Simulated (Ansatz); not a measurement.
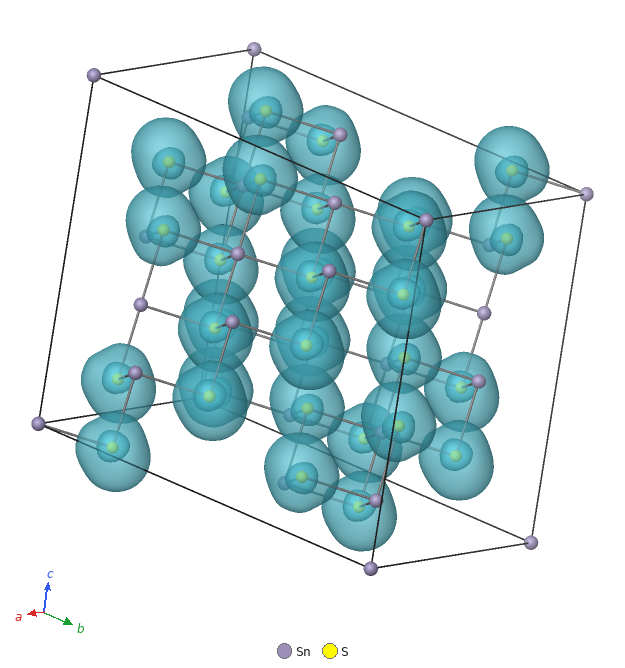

SnS₂. Isosurface of the ELF at 0.7 (cyan), seen at an oblique angle. Only the valence region is drawn (cores and ρ < 0.01 e/Å³ removed). Sticks mark near contacts.

Space group P-3m1; a structure from a database of computed crystals, not necessarily the ambient phase.

Theory: DFT PBE, scalar-relativistic, plane waves, PAW in Ansatz 0.2.0.

```
Sn S
1.0
    -9.25781   -3.20700   -6.82768
    -1.85156    9.62100    6.82768
     9.25781    3.20700   -6.82768
Sn S
16 32
Direct
  0.75000 0.12500 0.37500
  0.50000 0.50000 0.00000
  0.75000 0.87500 0.12500
  0.50000 0.00000 0.50000
  0.00000 0.00000 0.00000
  0.75000 0.37500 0.62500
  0.25000 0.37500 0.12500
  0.50000 0.75000 0.25000
  0.50000 0.25000 0.75000
  0.00000 0.25000 0.25000
  0.75000 0.62500 0.87500
  0.25000 0.62500 0.37500
  0.25000 0.12500 0.87500
  0.00000 0.50000 0.50000
  0.25000 0.87500 0.62500
  0.00000 0.75000 0.75000
  0.72511 0.33333 0.39178
  0.47511 0.70833 0.01678
  0.72511 0.08333 0.14178
  0.47511 0.20833 0.51678
  0.97511 0.20833 0.01678
  0.72511 0.58333 0.64178
  0.22511 0.58333 0.14178
  0.47511 0.95833 0.26678
  0.47511 0.45833 0.76678
  0.97511 0.45833 0.26678
  0.72511 0.83333 0.89178
  0.22511 0.83333 0.39178
  0.22511 0.33333 0.89178
  0.97511 0.70833 0.51678
  0.22511 0.08333 0.64178
  0.97511 0.95833 0.76678
  0.27489 0.16667 0.10822
  0.02489 0.54167 0.73322
  0.27489 0.91667 0.85822
  0.02489 0.04167 0.23322
  0.52489 0.04167 0.73322
  0.27489 0.41667 0.35822
  0.77489 0.41667 0.85822
  0.02489 0.79167 0.98322
  0.02489 0.29167 0.48322
  0.52489 0.29167 0.98322
  0.27489 0.66667 0.60822
  0.77489 0.66667 0.10822
  0.77489 0.16667 0.60822
  0.52489 0.54167 0.23322
  0.77489 0.91667 0.35822
  0.52489 0.79167 0.48322
```

### Identify the bonds, lone pairs and shells in this picture.

The surface consists of 32 regions wrapped around S (the valence shell of each), counted in one cell of 48 atoms. Any copies at cell faces, edges or corners count once. Profiles from the grid: Sn–S (2.60 Å): the ELF peaks at about 0.85 in the valence shell of S, 0.8 Å from its nucleus, and is about 0.55 at the midpoint.
